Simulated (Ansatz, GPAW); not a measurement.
## A 9-layer slab of Nb(100): work function by functional and basis

How far do functional and basis move the work function of a 9-layer slab of Nb(100)?

Method: Ansatz plane waves; slab in vacuum with a dipole correction, relaxation, in the first sound run; inputs show where later runs differ, in GPAW 26.7.0 and Ansatz 0.2.0.

**1. Set-up**

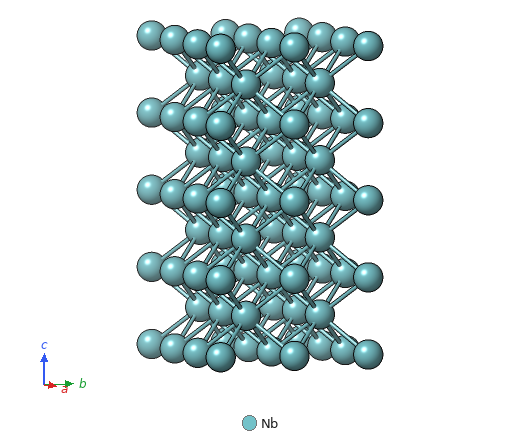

The starting structure, seen from the side, with the c axis up (niobium teal). 3×2×1 cells are drawn. Some periodic images of atoms are drawn too.

The cell holds 9 atoms: 9 Nb. Its edges and angles: a = 3.300 Å, b = 3.300 Å, c = 29.200 Å, α = 90.0°, β = 90.0°, γ = 90.0°. Vacuum lies along c.

**2. Relaxation**

Forces are removed first; all later runs use this geometry. The lowest 4 atoms are held at bulk positions and keep their forces.

Contents of input.yaml:

```yaml
crystal:
  lattice:
    - [3.3, 0.0, 0.0]
    - [0.0, 3.3, 0.0]
    - [0.0, 0.0, 29.2]
  atoms:
    - { symbol: Nb, position: [0.0, 0.0, 0.2739726027] }
    - { symbol: Nb, position: [0.5, 0.5, 0.3304794521] }
    - { symbol: Nb, position: [0.0, 0.0, 0.3869863014] }
    - { symbol: Nb, position: [0.5, 0.5, 0.4434931507] }
    - { symbol: Nb, position: [0.0, 0.0, 0.5] }
    - { symbol: Nb, position: [0.5, 0.5, 0.5565068493] }
    - { symbol: Nb, position: [0.0, 0.0, 0.6130136986] }
    - { symbol: Nb, position: [0.5, 0.5, 0.6695205479] }
    - { symbol: Nb, position: [0.0, 0.0, 0.7260273973] }
kpoints:
  mp_grid: { grid: [10, 10, 1] }
hamiltonian:
  xc: pbe
scf:
  occupations: { method: fermi_dirac, width: 0.1 }
efield:
  axis: 3
  dipole_correction: true
  ramp_width: 0.05
relax:
  f_tol: 0.02
  max_steps: 60
  constraints: [{ sites: [0, 1, 2, 3] }]
output:
  write_potential: true
  write_density: true
  volumetric_format: npy
```

Command:

```sh
$ ansatz run input.yaml --threads 4 --pin off --max-ram 8192MiB --backend cpu --events-out ev --progress --plain --runs-dir out
```

Numbers of over 12 decimals in the logs are rounded to 6 here.

The program printed:

```text
Engine: ansatz 0.2.0, aarch64-unknown-linux-gnu
Pseudopotentials: kind: paw
Pseudopotential: Nb, paw, valence charge 13, recommended cutoff 420 eV (normal), Nb.paw.azcp
Functional definition: PBE
  parameter kappa = 0.804
  parameter beta = 0.066725
  exchange = pbe_x(kappa = kappa, mu = beta*pi^2/3)
  correlation = pbe_c(beta = beta)
Crystal: 9 atoms, lattice volume = 317.988 Å³
Basis set: ecut = 420 eV, 6257 PW (Γ), exchange–correlation on 48×48×400 points (8 copies of the dense FFT grid, shifted against one another)
Bands: 71, of which v1, the nominal top of the filled ones, is band 59 counted from 1 (58 counted from 0)
Symmetry: 8 space group operations
k-points: 21 of 100
Non-local potential: Nb, projectors of the file, l = 0: 3, l = 1: 2, l = 2: 2, l = 3: 1
PAW form: soft (Blöchl's): semilocal exchange-correlation on the pseudo side does not see the compensation charge
PAW one-centre angular grid: Nb, 590 points (default); XC on 64 Gauss nodes
Initial density: superposition of atomic densities (neutral atoms: chi_scale 0, normalization atom), corrected by the library's trained network
Initial wavefunctions: pseudopotential atomic-orbital guess
Functional: x = pbe(κ = 0.804, μ = 0.219515), c = pbe(β = 0.066725)
SCF iter   1: F=—  HF=-40967.882786 eV  |F-HF|=—  |Δ(HF+E_count)|=         —  Δρ=1.81e-2  dr2=3.94e1  ethr=1.77e-3  p=-0.000 e·Å  D=-1.28e-13 V/Å  ΔV_dip=0.00 eV  dr2_dipole=3.08e-6  V_vac-E_F(+/−)=4.31/4.31 eV  ⟨swp⟩=8.5  Hψ=6821  notcnv=0
efield: sawtooth ramp at fractional position 0.9750 (placed from the atoms, in the widest stretch of the axis that holds none; the zero of the levels goes with the place), width 0.0500; the density the first Hamiltonian is built on has a dipole p = -0.000 e·Å; the dipole correction subtracts the counter field D = -1.28e-13 V/Å, which shifts the + side's vacuum level by +0.00 eV against the − side's; the planar-averaged density in the ramp window peaks in size at 5.0e-5 e/Å³
preconditioner: auto → LDOS  [metal: Δε(μ)=0.012 eV  Ē_g=3.312 eV  σ=0.100 eV  W_gap=0.03  n_scr=72 (ndim 8)  ℏωp=14.0 eV  f_vac=0.426  D(μ)=9.20/eV (n_scr^D=64)  β→1.0]
SCF iter   2: F=—  HF=-40967.436919 eV  |F-HF|=—  |Δ(HF+E_count)|=   4.46e-1  Δρ=1.06e-2  dr2=7.41e0  ethr=1.77e-3  p=0.000 e·Å  D=1.28e-5 V/Å  ΔV_dip=-0.00 eV  dr2_dipole=2.21e-5  V_vac-E_F(+/−)=3.44/3.44 eV  ⟨swp⟩=3.5  Hψ=2247  notcnv=0  defer=2
SCF iter   3: F=—  HF=-40967.333984 eV  |F-HF|=—  |Δ(HF+E_count)|=   1.03e-1  Δρ=2.00e-3  dr2=3.64e-1  ethr=1.77e-3  p=0.000 e·Å  D=8.11e-7 V/Å  ΔV_dip=-0.00 eV  dr2_dipole=4.95e-7  V_vac-E_F(+/−)=3.76/3.76 eV  ⟨swp⟩=2.5  Hψ=1957  notcnv=0  defer=2
SCF iter   4: F=—  HF=-40967.332943 eV  |F-HF|=—  |Δ(HF+E_count)|=   1.04e-3  Δρ=4.37e-4  dr2=2.39e-3  ethr=3.11e-4  p=-0.000 e·Å  D=-1.28e-6 V/Å  ΔV_dip=0.00 eV  dr2_dipole=4.10e-12  V_vac-E_F(+/−)=3.70/3.70 eV  ⟨swp⟩=1.0  Hψ=1543  notcnv=0  defer=3
SCF iter   5: F=—  HF=-40967.332792 eV  |F-HF|=—  |Δ(HF+E_count)|=   1.51e-4  Δρ=1.83e-4  dr2=1.43e-3  ethr=2.04e-6  p=-0.000 e·Å  D=-1.42e-6 V/Å  ΔV_dip=0.00 eV  dr2_dipole=8.20e-10  V_vac-E_F(+/−)=3.72/3.72 eV  ⟨swp⟩=2.4  Hψ=2082  notcnv=0  defer=1
SCF iter   6: F=—  HF=-40967.332811 eV  |F-HF|=—  |Δ(HF+E_count)|=   1.86e-5  Δρ=8.20e-5  dr2=2.84e-4  ethr=1.22e-6  p=-0.000 e·Å  D=-4.48e-7 V/Å  ΔV_dip=0.00 eV  dr2_dipole=2.30e-9  V_vac-E_F(+/−)=3.73/3.73 eV  ⟨swp⟩=1.1  Hψ=1492  notcnv=0  defer=1
SCF iter   7: F=-40967.332807 eV  HF=-40967.332813 eV  |F-HF|=5.73e-6  |Δ(HF+E_count)|=   2.43e-6  Δρ=2.31e-5  dr2=8.34e-6  ethr=8.55e-9  p=-0.000 e·Å  D=-1.18e-7 V/Å  ΔV_dip=0.00 eV  dr2_dipole=4.21e-10  V_vac-E_F(+/−)=3.73/3.73 eV  ⟨swp⟩=12.1  Hψ=13896  notcnv=0
SCF 1 converged in 7 iterations: F = -40967.332807 eV  dr2 = 8.34e-6
  greatest PAW one-centre occupation: 0.998 electrons in one spin orbital (limit 2), on the Nb atom at site 7 (counted from 0), in its partial waves of l = 0
relax step   1: F+E_penalty+E_count = -40967.33280746 eV  Δ(F+E_penalty+E_count) = +0.000e0 eV  max|allowed force component| = 1.008e0 eV/Å  Δτ_max = 0.0000 Å  (7 SCF iters, dr2 threshold 1.00e-5 eV, accepted)
Initial density: handed on by an earlier stage of this run
Initial wavefunctions: those handed on with the density
SCF iter   1: F=—  HF=-40967.711920 eV  |F-HF|=—  |Δ(HF+E_count)|=         —  Δρ=2.07e-2  dr2=1.72e1  ethr=3.10e-3  p=-0.000 e·Å  D=-1.36e-7 V/Å  ΔV_dip=0.00 eV  dr2_dipole=2.54e0  V_vac-E_F(+/−)=3.72/3.72 eV  ⟨swp⟩=6.5  Hψ=3939  notcnv=0
efield: sawtooth ramp at fractional position 0.9750 (handed on by an earlier solve), width 0.0500; the density the first Hamiltonian is built on has a dipole p = -0.000 e·Å; the dipole correction subtracts the counter field D = -1.36e-7 V/Å, which shifts the + side's vacuum level by +0.00 eV against the − side's; the planar-averaged density in the ramp window peaks in size at 1.5e-6 e/Å³
preconditioner: auto → LDOS  [metal: Δε(μ)=0.012 eV  Ē_g=3.256 eV  σ=0.100 eV  W_gap=0.03  n_scr=72 (ndim 8)  ℏωp=14.0 eV  f_vac=0.429  D(μ)=12.80/eV (n_scr^D=96)  β→1.0]
SCF iter   2: F=—  HF=-40967.282324 eV  |F-HF|=—  |Δ(HF+E_count)|=   4.30e-1  Δρ=5.54e-3  dr2=5.69e-1  ethr=3.10e-3  p=0.000 e·Å  D=2.20e-4 V/Å  ΔV_dip=-0.01 eV  dr2_dipole=1.79e-1  V_vac-E_F(+/−)=3.74/3.75 eV  ⟨swp⟩=2.9  Hψ=2241  notcnv=0
SCF iter   3: F=—  HF=-40967.268890 eV  |F-HF|=—  |Δ(HF+E_count)|=   1.34e-2  Δρ=3.43e-3  dr2=1.12e-1  ethr=4.86e-4  p=0.002 e·Å  D=1.02e-3 V/Å  ΔV_dip=-0.03 eV  dr2_dipole=3.46e-3  V_vac-E_F(+/−)=3.71/3.74 eV  ⟨swp⟩=2.8  Hψ=2373  notcnv=0
SCF iter   4: F=—  HF=-40967.257382 eV  |F-HF|=—  |Δ(HF+E_count)|=   1.15e-2  Δρ=7.94e-4  dr2=7.36e-3  ethr=9.58e-5  p=0.005 e·Å  D=2.78e-3 V/Å  ΔV_dip=-0.08 eV  dr2_dipole=1.66e-3  V_vac-E_F(+/−)=3.66/3.74 eV  ⟨swp⟩=2.4  Hψ=2209  notcnv=0
SCF iter   5: F=—  HF=-40967.256534 eV  |F-HF|=—  |Δ(HF+E_count)|=   8.48e-4  Δρ=1.76e-4  dr2=3.83e-4  ethr=6.29e-6  p=0.006 e·Å  D=3.67e-3 V/Å  ΔV_dip=-0.11 eV  dr2_dipole=1.05e-4  V_vac-E_F(+/−)=3.63/3.74 eV  ⟨swp⟩=2.7  Hψ=2226  notcnv=0
SCF iter   6: F=-40967.256482 eV  HF=-40967.256535 eV  |F-HF|=5.38e-5  |Δ(HF+E_count)|=   1.20e-6  Δρ=5.21e-5  dr2=4.63e-5  ethr=5.42e-8  p=0.008 e·Å  D=4.40e-3 V/Å  ΔV_dip=-0.13 eV  dr2_dipole=1.91e-5  V_vac-E_F(+/−)=3.61/3.74 eV  ⟨swp⟩=11.7  Hψ=14842  notcnv=0
SCF 2 converged in 6 iterations: F = -40967.256482 eV  dr2 = 4.63e-5
  greatest PAW one-centre occupation: 0.998 electrons in one spin orbital (limit 2), on the Nb atom at site 1 (counted from 0), in its partial waves of l = 0
[...]
SCF iter   2: F=—  HF=-40967.464269 eV  |F-HF|=—  |Δ(HF+E_count)|=   1.86e-1  Δρ=5.17e-3  dr2=1.06e0  ethr=3.10e-3  p=0.013 e·Å  D=7.47e-3 V/Å  ΔV_dip=-0.22 eV  dr2_dipole=5.67e-1  V_vac-E_F(+/−)=3.53/3.75 eV  ⟨swp⟩=2.5  Hψ=1880  notcnv=0  defer=1
SCF iter   3: F=—  HF=-40967.444904 eV  |F-HF|=—  |Δ(HF+E_count)|=   1.94e-2  Δρ=1.36e-3  dr2=5.21e-2  ethr=9.08e-4  p=0.010 e·Å  D=5.41e-3 V/Å  ΔV_dip=-0.16 eV  dr2_dipole=1.15e-4  V_vac-E_F(+/−)=3.58/3.74 eV  ⟨swp⟩=2.7  Hψ=1774  notcnv=0  defer=2
SCF iter   4: F=—  HF=-40967.442270 eV  |F-HF|=—  |Δ(HF+E_count)|=   2.63e-3  Δρ=3.84e-4  dr2=2.07e-3  ethr=4.45e-5  p=0.008 e·Å  D=4.49e-3 V/Å  ΔV_dip=-0.13 eV  dr2_dipole=6.92e-4  V_vac-E_F(+/−)=3.61/3.74 eV  ⟨swp⟩=2.0  Hψ=1801  notcnv=0  defer=2
SCF iter   5: F=—  HF=-40967.442011 eV  |F-HF|=—  |Δ(HF+E_count)|=   2.59e-4  Δρ=8.37e-5  dr2=1.07e-4  ethr=1.77e-6  p=0.007 e·Å  D=4.16e-3 V/Å  ΔV_dip=-0.12 eV  dr2_dipole=3.47e-5  V_vac-E_F(+/−)=3.62/3.74 eV  ⟨swp⟩=2.5  Hψ=2631  notcnv=0
SCF iter   6: F=—  HF=-40967.442008 eV  |F-HF|=—  |Δ(HF+E_count)|=   3.45e-6  Δρ=2.59e-5  dr2=7.20e-6  ethr=9.15e-8  p=0.007 e·Å  D=3.93e-3 V/Å  ΔV_dip=-0.11 eV  dr2_dipole=2.80e-7  V_vac-E_F(+/−)=3.62/3.74 eV  ⟨swp⟩=2.0  Hψ=1938  notcnv=0
SCF iter   7: F=—  HF=-40967.441864 eV  |F-HF|=—  |Δ(HF+E_count)|=   1.44e-4  Δρ=8.90e-6  dr2=1.37e-6  ethr=6.16e-9  p=0.007 e·Å  D=3.72e-3 V/Å  ΔV_dip=-0.11 eV  dr2_dipole=7.02e-8  V_vac-E_F(+/−)=3.63/3.74 eV  ⟨swp⟩=2.3  Hψ=2015  notcnv=0
SCF iter   8: F=—  HF=-40967.441864 eV  |F-HF|=—  |Δ(HF+E_count)|=   4.31e-8  Δρ=3.31e-6  dr2=1.09e-7  ethr=1.17e-9  p=0.006 e·Å  D=3.65e-3 V/Å  ΔV_dip=-0.11 eV  dr2_dipole=1.18e-12  V_vac-E_F(+/−)=3.63/3.74 eV  ⟨swp⟩=2.3  Hψ=2067  notcnv=0
SCF iter   9: F=-40967.441864 eV  HF=-40967.441864 eV  |F-HF|=3.67e-9  |Δ(HF+E_count)|=   1.51e-8  Δρ=1.05e-6  dr2=8.46e-9  ethr=8.55e-11  p=0.006 e·Å  D=3.63e-3 V/Å  ΔV_dip=-0.11 eV  dr2_dipole=2.02e-10  V_vac-E_F(+/−)=3.63/3.74 eV  ⟨swp⟩=10.2  Hψ=10958  notcnv=0
SCF 3 converged in 9 iterations: F = -40967.441864 eV  dr2 = 8.46e-9
relax step   3: F+E_penalty+E_count = -40967.44186433 eV  Δ(F+E_penalty+E_count) = -1.091e-1 eV  max|allowed force component| = 1.979e-1 eV/Å  Δτ_max = 0.0966 Å  (9 SCF iters, accepted)
[...]
relax step   4: F+E_penalty+E_count = -40967.44373791 eV  Δ(F+E_penalty+E_count) = -1.874e-3 eV  max|allowed force component| = 9.427e-2 eV/Å  Δτ_max = 0.0444 Å  (6 SCF iters, dr2 threshold 2.45e-6 eV, accepted)
[...]
relax step   5: F+E_penalty+E_count = -40967.44490643 eV  Δ(F+E_penalty+E_count) = -1.169e-3 eV  max|allowed force component| = 5.688e-3 eV/Å  Δτ_max = 0.0194 Å  (6 SCF iters, dr2 threshold 5.55e-7 eV, accepted)
iter 1 solved again at ethr=9.14e-11 eV; its pass at ethr=3.10e-3 eV (dr2=1.07e-7 eV) is discarded
SCF iter   1: F=—  HF=-40967.444930 eV  |F-HF|=—  |Δ(HF+E_count)|=         —  Δρ=2.82e-6  dr2=1.07e-7  ethr=9.14e-11  p=0.007 e·Å  D=4.09e-3 V/Å  ΔV_dip=-0.12 eV  dr2_dipole=5.34e-8  V_vac-E_F(+/−)=3.62/3.74 eV  ⟨swp⟩=1.0  Hψ=3612  notcnv=0
efield: sawtooth ramp at fractional position 0.9750 (handed on by an earlier solve), width 0.0500; the density the first Hamiltonian is built on has a dipole p = 0.007 e·Å; the dipole correction subtracts the counter field D = 4.09e-3 V/Å, which shifts the + side's vacuum level by -0.12 eV against the − side's; the planar-averaged density in the ramp window peaks in size at 1.4e-6 e/Å³
preconditioner: auto → LDOS  [metal: Δε(μ)=0.008 eV  Ē_g=3.224 eV  σ=0.100 eV  W_gap=0.02  n_scr=72 (ndim 8)  ℏωp=14.0 eV  f_vac=0.428  D(μ)=11.24/eV (n_scr^D=82)  β→1.0]
SCF iter   2: F=-40967.444907 eV  HF=-40967.444907 eV  |F-HF|=9.94e-9  |Δ(HF+E_count)|=   2.35e-5  Δρ=1.31e-6  dr2=1.43e-8  ethr=8.55e-11  p=0.007 e·Å  D=4.11e-3 V/Å  ΔV_dip=-0.12 eV  dr2_dipole=4.69e-9  V_vac-E_F(+/−)=3.62/3.74 eV  ⟨swp⟩=8.2  Hψ=11110  notcnv=0
SCF 6 converged in 2 iterations: F = -40967.444907 eV  dr2 = 1.43e-8
relax step   6: F+E_penalty+E_count = -40967.44490654 eV  Δ(F+E_penalty+E_count) = -1.059e-7 eV  max|allowed force component| = 5.658e-3 eV/Å  Δτ_max = 0.0000 Å  (2 SCF iters, accepted)
NSCF: frozen V_eff on 21 k-points
the band table was solved once a step of the walk had ended and its energy, with any forces and stress, was formed, with the checks that follow a solve (6989 applications of the Hamiltonian). They found nothing against the state; the energy, forces and stress were not computed again (output.eigenvalues in the input reference)
WARN: The output density's exchange-correlation potential varies sharply where the density is thin. Do not read a vacuum level from v_tot or v_xc, or from such a field of the output density. On a cell that repeats whose density bears no net charge and no dipole along the vacuum's axis use v_es (v_loc + v_h of the components); under efield.dipole_correction with no amplitude use v_es + v_field, which holds any externa [...]
SCF converged after 2 iterations
Free energy (F): -40967.444907 eV
Harris-Foulkes:  -40967.444907 eV  (|F-HF|=9.94e-9)
Internal energy: -40967.066482 eV  (E = F + TS)
E sigma→0 (E₀):  -40967.255694 eV
Entropy (-TS):   -0.378424 eV (-42.047 meV/atom)
Fermi energy:    7.441146 eV
Dipole field:    D = 0.004179 V/Å  (p = 0.007345 e·Å, saw-weighted, corrected)
Work function:   Φ+ = 3.6188 eV   Φ− = 3.7409 eV
Levels:          The Fermi level and band energies are counted from a zero that moves with the ramp; work functions are not
--- Per-component energies (eV) ---
  E_band       = -1834.556708
  E_kinetic    = 3547.575379
  E_local      = -141021.679160  (includes V_loc(G=0)·N_el)
  E_nonlocal   = 1081.689133
  E_hartree    = 68719.452422
  E_xc         = -1576.107639
  E_vxc        = -1911.420105  (∫ρ·V_xc dr)
  E_paw        = -27661.201365  (= ΣΔE_a)
  E_vpaw       = -969.607409  (= ΣTr[D̂ρ^β])
  E_aug_tail   = 0.000062  (compensation charges beyond the density's cutoff)
  E_efield     = 0.000015  (sawtooth field / dipole correction)
  E_vefield    = -0.000797  (∫n·V_field dr)
  E_ewald      = 55943.204669
  E_smearing   = -0.378424  (= −TS)
  E_closure    = -0.000000  (closes the sum)
  Σ components = -40967.444907   (vs F -40967.444907, Δ=0.00e0)
--- Forces (eV/Å), atoms counted from 1 ---
  atom   1  Nb     0.00000000     0.00000000     0.98395112
  atom   2  Nb    -0.00000000     0.00000000    -0.84014067
  atom   3  Nb    -0.00000000     0.00000000    -0.51478554
  atom   4  Nb     0.00000000     0.00000000     0.37032895
  atom   5  Nb     0.00000000     0.00000000    -0.00002367
  atom   6  Nb     0.00000000     0.00000000     0.00064648
  atom   7  Nb     0.00000000     0.00000000     0.00342917
  atom   8  Nb    -0.00000000     0.00000000    -0.00565822
  atom   9  Nb    -0.00000000     0.00000000     0.00223877
  max |Σ_I F_I| component: 1.36e-5 eV/Å
--- Band table (eV; the first three rows and the last of 21) ---
  k-point 0: bands = [... 55 lower, 7.6906, 7.6990, 7.6990, 7.7720, 7.7720, 7.9256, 7.9256, 7.9257, ... 8 higher]
  k-point 1: bands = [... 55 lower, 7.4489, 7.5437, 7.5822, 7.6948, 7.8219, 7.9120, 7.9664, 8.1353, ... 8 higher]
  k-point 2: bands = [... 55 lower, 7.0853, 7.2839, 7.4137, 7.4965, 7.6313, 7.6957, 8.2134, 8.3671, ... 8 higher]
  k-point 20: bands = [... 55 lower, 6.9696, 6.9696, 7.8037, 7.8037, 8.8254, 8.8254, 9.6477, 9.6534, ... 8 higher]
--- Relaxed structure (6 steps of the walk, 5 accepted, 0 SCFs on fresh bases) ---
  F+E_penalty+E_count = -40967.44490654 eV   max|allowed force component| = 5.658e-3 eV/Å
  atoms:
    - { symbol: Nb, position: [0.0, 0.0, 0.273973] }
    - { symbol: Nb, position: [0.5, 0.5, 0.3304794521] }
    - { symbol: Nb, position: [0.0, 0.0, 0.3869863014] }
    - { symbol: Nb, position: [0.5, 0.5, 0.443493] }
    - { symbol: Nb, position: [0, 0.0, 0.500652] }
    - { symbol: Nb, position: [0.5, 0.5, 0.556358] }
    - { symbol: Nb, position: [0, 0.0, 0.615059] }
    - { symbol: Nb, position: [0.5, 0.5, 0.671658] }
    - { symbol: Nb, position: [0, 0.0, 0.721862] }
```

Wall time 1.8 min (4 threads of Arm Neoverse N1, shared host); peak memory 0.91 GiB.

Step by step:

```
step  energy less that of the first step (eV)  largest force component (eV/Å)
   1                                   0.0000                          1.0077
   2                                   0.0763                          1.6306
   3                                  -0.1091                          0.1979
   4                                  -0.1109                          0.0943
   5                                  -0.1121                          0.0057
   6                                  -0.1121                          0.0057
```

Relaxation step 2 was tried and not accepted.

The run keeps the 8 symmetry operations that it works with, so distortions that break them were not tested.

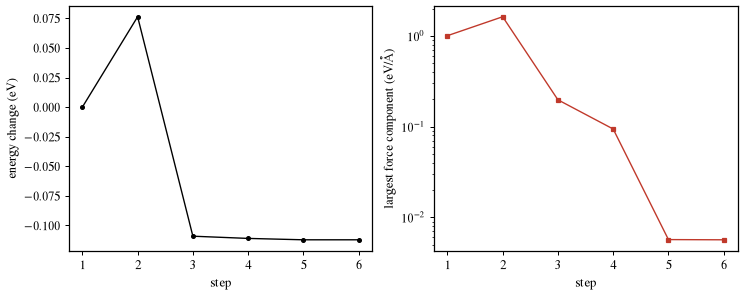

Energy and largest force along the relaxation.

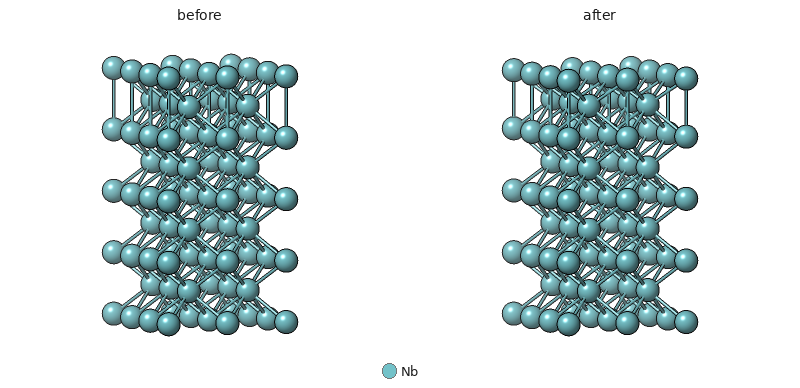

The structure before and after the relaxation, drawn at the same scale.

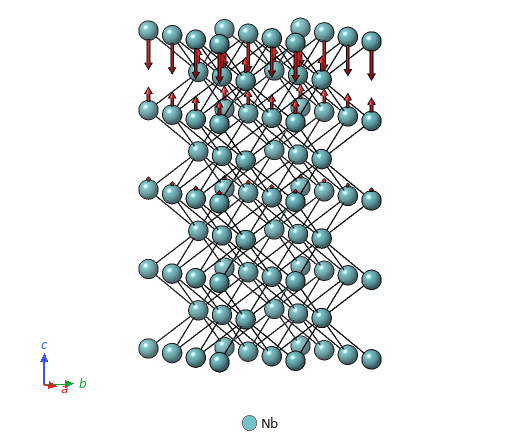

Displacements in the relaxation, exaggerated; the longest in the cell stands for 0.12 Å. 3×2×1 cells are drawn. Some periodic images of atoms are drawn too.

The atoms that moved most (Å):

```
atom     dx     dy      dz  length
 Nb9  0.000  0.000  -0.122   0.122
 Nb8  0.000  0.000   0.062   0.062
 Nb7  0.000  0.000   0.060   0.060
 Nb5  0.000  0.000   0.019   0.019
```

Final coordinates:

```cif
data_structure
_symmetry_space_group_name_H-M 'P 1'
_symmetry_Int_Tables_number 1
_cell_length_a 3.3000
_cell_length_b 3.3000
_cell_length_c 29.2000
_cell_angle_alpha 90.000
_cell_angle_beta 90.000
_cell_angle_gamma 90.000
_cell_volume 317.99
loop_
_atom_site_label
_atom_site_type_symbol
_atom_site_fract_x
_atom_site_fract_y
_atom_site_fract_z
_atom_site_occupancy
Nb1 Nb 0.00000 0.00000 0.27397 1
Nb2 Nb 0.50000 0.50000 0.33048 1
Nb3 Nb 0.00000 0.00000 0.38699 1
Nb4 Nb 0.50000 0.50000 0.44349 1
Nb5 Nb 0.00000 0.00000 0.50065 1
Nb6 Nb 0.50000 0.50000 0.55636 1
Nb7 Nb 0.00000 0.00000 0.61506 1
Nb8 Nb 0.50000 0.50000 0.67166 1
Nb9 Nb 0.00000 0.00000 0.72186 1
```

This step gave:

| Item | Value |
| --- | --- |
| free energy | -40967.4449 eV |
| smearing term TS | 0.3784 eV |
| symmetry operations | 8 |
| upper work function | 3.619 eV |
| lower work function | 3.741 eV |
| dipole along the normal | 0.007345 e·Å |
| dipole field | 0.004179 V/Å |
| vacuum level above | 11.06 eV |
| vacuum level below | 11.18 eV |

(Continued in part 2 of 4.)

[Logs are printed without paths, hosts, clocks, repeated set-up lines and the standing remarks that a program may print on its own settings, such as how far it seeks lower states.]

[Hosts, paths, dates, database ids (printed as entryN), source tags and the programs' standing remarks are cut or masked in the printed files.]
